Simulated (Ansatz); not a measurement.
# Phonon calculation of Sn2Ge

System: Sn2Ge (3 atoms in the cell).
Method: DFT PBEsol, scalar-relativistic, plane waves, PAW, no spin polarisation (Ansatz 0.2.0).

It belongs to a series of runs on one base structure; here: phonon dispersion, density of states and thermodynamics. Figures and captions count atoms from 1; the log counts them from 0 in places.

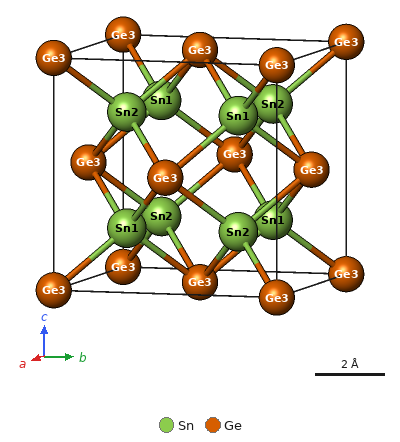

Fig. 1: The structure (ball-and-stick view of the cell 4 times as large as that of the calculation, set on its symmetry axes, seen slightly off an axis; atoms are numbered from 1 in the order of the input). An atom can appear more than once, as a periodic image. Near neighbours in the periodic cell (some may lie outside the picture): Sn has 4 Ge at 2.97 Å; Ge has 8 Sn at 2.97 Å.

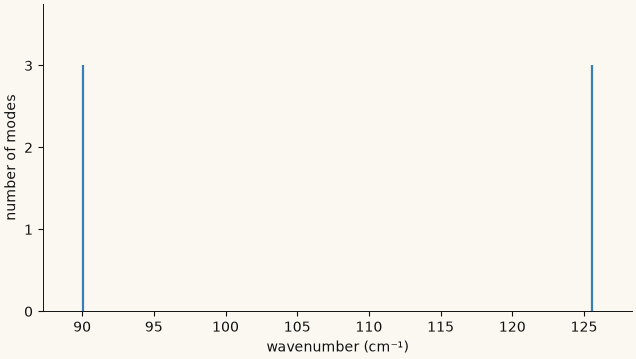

Fig. 2: Optical phonons at the zone centre (no LO–TO term); neighbouring modes closer than 3 cm⁻¹ are counted in one stick. 6 modes from 90 to 126 cm⁻¹, none imaginary.

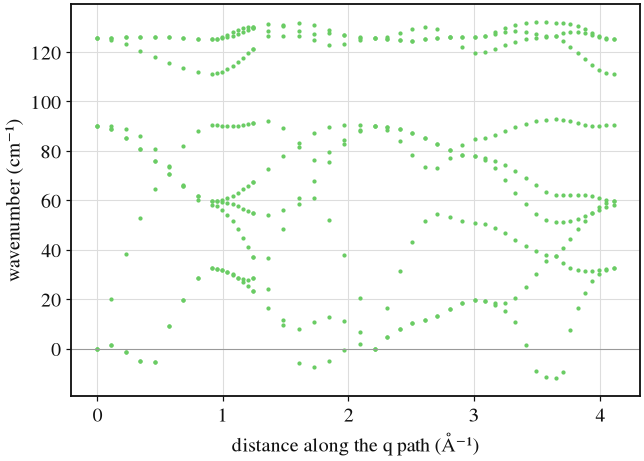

Fig. 3: Phonon frequencies along the path of the input (imaginary ones negative). The highest is 132 cm⁻¹; the lowest is 12i cm⁻¹, so the structure is dynamically unstable.

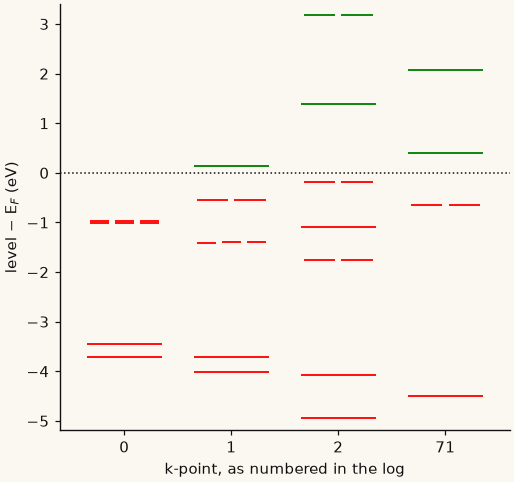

Fig. 4: Kohn–Sham levels near the Fermi level (dotted) at the few k-points that the log prints; levels within 0.02 eV of each other stand side by side. The system is metallic on the full mesh.

The input that produced these results follows, with the program's output.

The input:
```yaml
crystal:
  lattice:
    - [0.0, 3.429378349, 3.429378349]
    - [3.429378349, 0.0, 3.429378349]
    - [3.429378349, 3.429378349, 0.0]
  atoms:
    - { symbol: Sn, position: [0.75, 0.75, 0.75] }
    - { symbol: Sn, position: [0.25, 0.25, 0.25] }
    - { symbol: Ge, position: [0.0, 0.0, 0.0] }
basis:
  ecutwfc: 420
kpoints:
  mp_grid: { grid: [12, 12, 12] }
hamiltonian:
  xc: pbesol
scf:
  occupations: { method: fermi_dirac, width: 0.15 }
output:
  eigenvalues: true
phonons:
  method: dfpt
  eigenvectors: true
  qmesh: [4, 4, 4]
  temperatures: { t_max: 1000, t_step: 100 }
  qpath:
    path:
      - [[0.0, 0.0, 0.0], [0.5, 0.0, 0.5], [0.625, 0.25, 0.625]]
      - [[0.375, 0.375, 0.75], [0.0, 0.0, 0.0], [0.5, 0.5, 0.5], [0.5, 0.25, 0.75], [0.5, 0.0, 0.5]]
    npoints: 8
```

Launched with:
```bash
ansatz run input.yaml --threads 2 --pin off --max-ram 6144MiB --backend cpu --events-out ev --progress --plain --runs-dir out
```

What the program printed:
```
Warning: phonons: the dynamical matrix that this run interpolates holds no multipole term above the dipole-dipole one, and a site of this crystal is no centre of inversion, so its interpolated transverse optical and acoustic branches and sound speeds can stay off near Gamma, and the density of states and the thermodynamics with them. What a run solves at a wave vector of phonons.qpoints, Gamma apart, where the deck admits one, is free of this, and under fd what a larger phonons.supercell samples
band count auto-derived: 27 (N_el = 42.0; filled up to band 21; 26 by the electrons, moments and atoms)
Engine: ansatz 0.2.0, x86_64-unknown-linux-gnu
Pseudopotentials: kind: paw
Pseudopotential: Sn, paw, valence charge 14, recommended cutoff 420 eV (normal), Sn.paw.azcp
Pseudopotential: Ge, paw, valence charge 14, recommended cutoff 420 eV (normal), Ge.paw.azcp
Functional definition: PBEsol
  exchange = pbesol_x
  correlation = pbesol_c
Crystal: 3 atoms, lattice volume = 80.663 Å³
Basis set: ecut = 420 eV, 1591 PW (Γ), exchange–correlation on 72×72×72 points (8 copies of the dense FFT grid, shifted against one another)
Bands: 27, of which v1, the nominal top of the filled ones, is band 21 counted from 1 (20 counted from 0)
Symmetry: 48 space group operations
k-points: 72 of 1728
Non-local potential: Sn, projectors of the file, l = 0: 2, l = 1: 2, l = 2: 2, l = 3: 2
Non-local potential: Ge, projectors of the file, l = 0: 2, l = 1: 2, l = 2: 3, l = 3: 1
PAW form: soft (Blöchl's): semilocal exchange-correlation on the pseudo side does not see the compensation charge
PAW frozen core: Sn, regenerated for the run's functional, and the local potential with it (the file was generated under x = pbe(κ = 0.804, μ = 0.2195149727645171), c = pbe(β = 0.06672455060314922))
PAW frozen core: Ge, regenerated for the run's functional, and the local potential with it (the file was generated under x = pbe(κ = 0.804, μ = 0.2195149727645171), c = pbe(β = 0.06672455060314922))
PAW one-centre angular grid: Sn, 590 points (default); XC on 64 Gauss nodes
PAW one-centre angular grid: Ge, 590 points (default); XC on 64 Gauss nodes
Initial density: superposition of atomic densities (neutral atoms: chi_scale 0, normalization atom), corrected by the library's trained network
Initial wavefunctions: pseudopotential atomic-orbital guess
Functional: x = pbesol(κ = 0.804, μ = 0.12345679012345678), c = pbesol(β = 0.046)
SCF iter   1: F=—  HF=-16152.638983 eV  |F-HF|=—  |Δ(HF+E_count)|=         —  Δρ=2.03e-3  dr2=1.53e-3  ethr=1.77e-3  ⟨swp⟩=6.0  Hψ=8426  notcnv=0
preconditioner: auto → LDOS  [metal: Δε(μ)=0.037 eV  Ē_g=20.731 eV  σ=0.150 eV  W_gap=0.06  n_scr=14 (ndim 8)  ℏωp=26.8 eV  f_vac=0.028  D(μ)=1.29/eV (n_scr^D=8)  β→1.0]
SCF iter   2: F=—  HF=-16152.636053 eV  |F-HF|=—  |Δ(HF+E_count)|=   2.93e-3  Δρ=6.42e-4  dr2=2.78e-4  ethr=3.64e-6  ⟨swp⟩=2.0  Hψ=4060  notcnv=0
SCF iter   3: F=—  HF=-16152.635865 eV  |F-HF|=—  |Δ(HF+E_count)|=   1.88e-4  Δρ=2.60e-4  dr2=2.69e-5  ethr=6.62e-7  ⟨swp⟩=2.0  Hψ=3483  notcnv=0
SCF iter   4: F=—  HF=-16152.635846 eV  |F-HF|=—  |Δ(HF+E_count)|=   1.92e-5  Δρ=4.47e-5  dr2=1.40e-6  ethr=6.40e-8  ⟨swp⟩=2.0  Hψ=3477  notcnv=0
SCF iter   5: F=—  HF=-16152.635845 eV  |F-HF|=—  |Δ(HF+E_count)|=   4.65e-7  Δρ=2.06e-5  dr2=2.31e-7  ethr=3.34e-9  ⟨swp⟩=2.0  Hψ=3481  notcnv=0
SCF iter   6: F=—  HF=-16152.635845 eV  |F-HF|=—  |Δ(HF+E_count)|=   1.58e-7  Δρ=2.02e-6  dr2=3.55e-9  ethr=5.50e-10  ⟨swp⟩=2.0  Hψ=3476  notcnv=0
SCF iter   7: F=—  HF=-16152.635845 eV  |F-HF|=—  |Δ(HF+E_count)|=   1.04e-9  Δρ=5.27e-7  dr2=1.69e-10  ethr=8.46e-12  ⟨swp⟩=2.0  Hψ=3507  notcnv=0
SCF iter   8: F=-16152.635845 eV  HF=-16152.635845 eV  |F-HF|=7.28e-12  |Δ(HF+E_count)|=  7.28e-11  Δρ=7.93e-8  dr2=3.12e-12  ethr=1.00e-12  ⟨swp⟩=4.1  Hψ=9001  notcnv=0
SCF 1 converged in 8 iterations: F = -16152.635845 eV  dr2 = 3.12e-12
  greatest PAW one-centre occupation: 0.998 electrons in one spin orbital (limit 2), on the Ge atom at site 2 (counted from 0), in its partial waves of l = 2
Initial density: read from a saved state, or passed on in memory by an earlier SCF of this step, an earlier step, the calling program or the single point that the run made first
iter 1 solved again at ethr=3.29e-7 eV; its pass at ethr=3.10e-3 eV (dr2=1.38e-4 eV) is discarded
SCF iter   1: F=—  HF=-16152.635846 eV  |F-HF|=—  |Δ(HF+E_count)|=         —  Δρ=1.56e-6  dr2=2.23e-9  ethr=3.29e-7  ⟨swp⟩=2.5  Hψ=12609  notcnv=0
eigensolver tolerance schedule: the retry pair's looser diagonalisation over-reported the residual by 61993.60 of it (diagonalisation noise at an unbounded share of the residual, at the tolerance the schedule requests for it); recorded, not acted on — ethr = c·dr2/N_el stays at c = 1.0e-1
preconditioner: auto → LDOS  [metal: Δε(μ)=0.034 eV  Ē_g=20.770 eV  σ=0.150 eV  W_gap=0.06  n_scr=14 (ndim 8)  ℏωp=26.8 eV  f_vac=0.033  D(μ)=1.29/eV (n_scr^D=8)  β→1.0]
SCF iter   2: F=—  HF=-16152.635845 eV  |F-HF|=—  |Δ(HF+E_count)|=   4.76e-7  Δρ=1.85e-6  dr2=2.80e-9  ethr=5.31e-12  ⟨swp⟩=3.9  Hψ=5110  notcnv=0
SCF iter   3: F=—  HF=-16152.635845 eV  |F-HF|=—  |Δ(HF+E_count)|=   1.23e-9  Δρ=7.53e-7  dr2=5.58e-10  ethr=5.31e-12  ⟨swp⟩=2.0  Hψ=3424  notcnv=0
SCF iter   4: F=—  HF=-16152.635845 eV  |F-HF|=—  |Δ(HF+E_count)|=  8.37e-11  Δρ=5.97e-7  dr2=3.47e-10  ethr=1.33e-12  ⟨swp⟩=1.0  Hψ=1944  notcnv=0
SCF iter   5: F=—  HF=-16152.635845 eV  |F-HF|=—  |Δ(HF+E_count)|=  6.55e-11  Δρ=4.69e-7  dr2=2.13e-10  ethr=1.00e-12  ⟨swp⟩=1.0  Hψ=1944  notcnv=0
SCF iter   6: F=—  HF=-16152.635845 eV  |F-HF|=—  |Δ(HF+E_count)|=  7.64e-11  Δρ=1.64e-7  dr2=2.68e-11  ethr=1.00e-12  ⟨swp⟩=1.1  Hψ=1948  notcnv=0
SCF iter   7: F=-16152.635845 eV  HF=-16152.635845 eV  |F-HF|=5.46e-12  |Δ(HF+E_count)|=  1.09e-11  Δρ=6.60e-8  dr2=3.86e-12  ethr=1.00e-12  ⟨swp⟩=2.0  Hψ=4391  notcnv=0
SCF 2 converged in 7 iterations: F = -16152.635845 eV  dr2 = 3.86e-12
phonons: the bands overlap, so this run is a metal and interpolates without the dipole-dipole term. If the crystal is really an insulator or semiconductor, its LO-TO splitting is missing
NSCF: frozen V_eff on 72 k-points
NSCF: frozen V_eff on 163 k-points
DFPT response loops at q = (0, 0, 0) (fractional): preconditioner auto → Kerker (q_TF=auto, 2.447 Å⁻¹) (partly filled bands, converged f_vac=0.033); β = 1.00, the filter's whole step (`scf.mixing.beta` (0.50) is not read by the response loops under this deck's `scf.mixing.preconditioner`; to damp them name `kerker` or `kerker_dos`, under which they read `scf.mixing.beta`, and type it under 1.00, their step now; both keys bind the ground state too); Broyden in place of MSR1
NSCF: frozen V_eff on 1872 k-points
DFPT response loops at q = (0, 0, 0.25) (fractional): mixed as the last ones told, above
NSCF: frozen V_eff on 952 k-points
DFPT response loops at q = (0, 0, -0.5) (fractional): mixed as the last ones told, above
NSCF: frozen V_eff on 1020 k-points
DFPT response loops at q = (0, 0.25, 0.25) (fractional): mixed as the last ones told, above
NSCF: frozen V_eff on 3456 k-points
DFPT response loops at q = (0, 0.25, -0.5) (fractional): mixed as the last ones told, above
phonons.qmesh, q = [0.0000, 0.2500, -0.5000]: its response loops start from zero, take more passes and end by a threshold: the memory limit or budget leaves too little room for the subspace of the ground state's own states beside the solves, or none could be made (phonons.method)
NSCF: frozen V_eff on 1872 k-points
DFPT response loops at q = (0, 0.25, -0.25) (fractional): mixed as the last ones told, above
NSCF: frozen V_eff on 560 k-points
DFPT response loops at q = (0, -0.5, -0.5) (fractional): mixed as the last ones told, above
NSCF: frozen V_eff on 1020 k-points
DFPT response loops at q = (0.25, -0.5, -0.25) (fractional): mixed as the last ones told, above
SCF converged after 8 iterations
Free energy (F): -16152.635845 eV
Harris-Foulkes:  -16152.635845 eV  (|F-HF|=7.28e-12)
Internal energy: -16152.538630 eV  (E = F + TS)
E sigma→0 (E₀):  -16152.587238 eV
Entropy (-TS):   -0.097215 eV (-32.405 meV/atom)
Fermi energy:    9.413728 eV
--- Per-component energies (eV) ---
  E_band       = -336.411714
  E_kinetic    = 483.751171
  E_local      = -4330.358061  (includes V_loc(G=0)·N_el)
  E_nonlocal   = 355.284357
  E_hartree    = 2212.604237
  E_xc         = -834.346532
  E_vxc        = -259.225071  (∫ρ·V_xc dr)
  E_paw        = -10102.603926  (= ΣΔE_a)
  E_vpaw       = -1011.072907  (= ΣTr[D̂ρ^β])
  E_aug_tail   = 0.000214  (compensation charges beyond the density's cutoff)
  E_ewald      = -3938.357705
  E_core_change = 1.487616  (= ΣΔE_core)
  E_smearing   = -0.097215  (= −TS)
  E_closure    = 0.000000  (closes the sum)
  Σ components = -16152.635845   (vs F -16152.635845, Δ=0.00e0)
--- Band table (eV; the first three rows and the last of 72) ---
  k-point 0: bands = ["-15.1399", "-15.1399", "-15.1399", "-15.1283", "-15.1283", "-12.0899", "-12.0899", "-12.0437", "-12.0437", "-12.0437", "-11.9565", "-11.9565", "-11.9565", "-11.8955", "-11.8955", "-2.1706", "5.7108", "5.9544", "8.4017", "8.4017", "8.4017", "8.4530", "8.4530", "8.4530", "13.0798", "13.0798", "13.0798"]
  k-point 1: bands = ["-15.1399", "-15.1399", "-15.1399", "-15.1282", "-15.1282", "-12.0868", "-12.0868", "-12.0422", "-12.0420", "-12.0420", "-11.9582", "-11.9578", "-11.9578", "-11.8989", "-11.8989", "-2.1074", "5.3972", "5.6953", "8.0051", "8.0123", "8.0123", "8.8640", "8.8640", "9.5605", "12.8595", "12.8595", "12.9458"]
  k-point 2: bands = ["-15.1399", "-15.1399", "-15.1399", "-15.1281", "-15.1281", "-12.0775", "-12.0775", "-12.0379", "-12.0370", "-12.0370", "-11.9630", "-11.9615", "-11.9615", "-11.9088", "-11.9088", "-1.9194", "4.4717", "5.3359", "7.6635", "7.6635", "8.3229", "9.2292", "9.2292", "10.8078", "12.5993", "12.5993", "12.8604"]
  k-point 71: bands = ["-15.1400", "-15.1400", "-15.1400", "-15.1277", "-15.1271", "-12.0472", "-12.0472", "-12.0329", "-12.0208", "-11.9936", "-11.9936", "-11.9728", "-11.9714", "-11.9425", "-11.9425", "0.5751", "1.8023", "1.8023", "4.9167", "8.7683", "8.7683", "9.8124", "11.4773", "14.1621", "14.6694", "14.6694", "14.8125"]
--- Phonons (Γ-DFPT): 2 representative perturbations + reference (Σ response iterations 6) ---
  ASR residual: 5.728e-5 → 0.000e0 eV/Å²; symmetrization residual: 3.602e-7 eV/Å²
  ASR residual per site (eV/Å²): 5.73e-5 5.73e-5 4.49e-5
  Γ frequencies (cm⁻¹): 0.00 0.00 0.00 90.09 90.09 90.09 125.53 125.53 125.53
--- Phonons (arbitrary-q DFPT): 8 irreducible q on the 4×4×4 mesh ---
  q = [0.0000, 0.0000, 0.0000] (star 1, of the zone-centre solve; hermiticity 2.24e-7, symmetrization 3.06e-12): -0.00 0.00 0.00 90.09 90.09 90.09 125.53 125.53 125.53
  q = [0.0000, 0.0000, 0.2500] (star 8, 2 solved perturbations on 936 of 1728 k-point pairs; hermiticity 3.96e-6, symmetrization 6.89e-12): 11.54 11.54 51.51 73.43 85.11 85.11 125.15 125.15 130.23
  q = [0.0000, 0.0000, -0.5000] (star 4, 2 solved perturbations on 476 of 1728 k-point pairs; hermiticity 4.01e-6, symmetrization 1.69e-12): 19.68 19.68 50.92 77.75 77.75 85.01 119.64 126.16 126.16
  q = [0.0000, 0.2500, 0.2500] (star 6, 4 solved perturbations in 1608 linear systems a pass and spin channel, the states on 510 of 1728 k-point pairs; hermiticity 7.21e-6, symmetrization 1.84e-12): -5.57 -5.57 64.46 75.73 75.73 80.69 117.86 126.06 126.06
  q = [0.0000, 0.2500, -0.5000] (star 24, 4 solved perturbations in 5328 linear systems a pass and spin channel, the states on 1728 of 1728 k-point pairs; hermiticity 2.74e-5, symmetrization 5.79e-12): 12.44 19.43 49.04 65.17 69.27 86.17 120.11 129.59 130.98
  q = [0.0000, 0.2500, -0.2500] (star 12, 4 solved perturbations in 2892 linear systems a pass and spin channel, the states on 936 of 1728 k-point pairs; hermiticity 3.76e-6, symmetrization 4.97e-12): -0.73 7.52 55.49 58.97 81.49 84.41 126.18 129.42 131.64
  q = [0.0000, -0.5000, -0.5000] (star 3, 4 solved perturbations in 886 linear systems a pass and spin channel, the states on 280 of 1728 k-point pairs; hermiticity 1.08e-5, symmetrization 1.51e-12): 32.43 32.43 58.21 59.58 59.58 90.48 111.29 125.14 125.14
  q = [0.2500, -0.5000, -0.2500] (star 6, 4 solved perturbations in 1544 linear systems a pass and spin channel, the states on 510 of 1728 k-point pairs; hermiticity 1.70e-5, symmetrization 4.59e-12): -11.96 37.45 37.45 51.11 62.04 92.80 126.26 126.26 131.95
  sum rule: each row above includes the acoustic sum rule's correction from the zone centre's row sums; it moved no ω² by more than (0.41 cm⁻¹)²
  mesh force constants: q→R imaginary residual 5.35e-18; ASR residual 5.728e-5 → 0.000e0 eV/Å²; symmetrization residual 1.776e-15 eV/Å²
  interpolated dispersion: 50 rows × 9 modes
  density of states and harmonic sums: on the 16×16×16 q-mesh, interpolated from the force constants of a 4×4×4 supercell (no non-analytic term)
  largest difference from the sums on the solved wave vectors: F 1.27e-1 eV, S 1.52e-4 and C_V 2.51e-5 eV/K
  zero-point energy: 0.042323 eV/cell   skipped modes (ω ≤ 0): 39, of them read as no rigid motion or as one in doubt: 36 (2.241e-1 modes/cell left out, lowest -11.96 cm⁻¹)   left out of the sums: 2.50e-2 of the cell's modes: C_V's classical limit lies that fraction below 3 k_B per atom; for a crystal, a wire or a layer, F and S can be off by more, and a phonons.interpolated_qmesh denser along its periods is the remedy for the sampling
```

File phthermo.tsv:
```
# format = ansatz-phthermo/1
# interpolated_qmesh = 16 16 16
# force_constants_supercell = 4 4 4
# non_analytic_term = not included (the non-analytic LO-TO correction is not applied to the interpolated dynamical matrix; polar crystals: no LO-TO splitting at GAMMA, and LO and other optical branches, acoustic branches and sound speeds, and with them the density of states and the thermodynamics, can be off between the wave vectors that the force constants were sampled on, most near GAMMA; a larger extent of the force constants narrows that region and is not shown to mend the acoustic slopes)
# zero_point_energy_ev = 4.2322668408e-2
# n_skipped_modes = 39
# share_of_modes_left_out = 2.4983723958e-2
# vibrations_at_or_below_zero_n_entries = 36
# vibrations_at_or_below_zero_modes_per_cell = 2.2412109375e-1
# vibrations_at_or_below_zero_lowest_omega_inv_cm = -11.962
# rigid_motions_known_by = geometry
# t_k	f_vib_ev	s_ev_per_k	c_v_ev_per_k
0.0000	4.2322668408e-2	0.0000000000e0	0.0000000000e0
100.0000	-6.9739044838e-3	9.2362108357e-4	6.6642519615e-4
200.0000	-1.2622005333e-1	1.4124924173e-3	7.3152563549e-4
300.0000	-2.8341902751e-1	1.7121861549e-3	7.4502212298e-4
400.0000	-4.6589562811e-1	1.9272771390e-3	7.4986452036e-4
500.0000	-6.6731047135e-1	2.0948754884e-3	7.5212721722e-4
600.0000	-8.8386698045e-1	2.2321238277e-3	7.5336205933e-4
700.0000	-1.1130371937e0	2.3483155732e-3	7.5410858722e-4
800.0000	-1.3530168187e0	2.4490465791e-3	7.5459390279e-4
900.0000	-1.6024533235e0	2.5379453224e-3	7.5492699366e-4
1000.0000	-1.8602951061e0	2.6174978202e-3	7.5516543155e-4
```

Key numbers:

- outcome: converged
- space group (tolerance 0.01 Å): Fm-3m (225)
- electrons treated: 42
- free energy: −16152.6358 eV
- Fermi energy: 9.414 eV
- gap on the k-point mesh: none (metallic)
- hardware: 2 threads of Intel Xeon @ 2.70GHz, 189 GiB of memory available, shared host
- wall time: 45 min (CPU time 88 min)
- peak memory: 5.4 GiB

Results for this metal are sensitive to the k-point mesh.
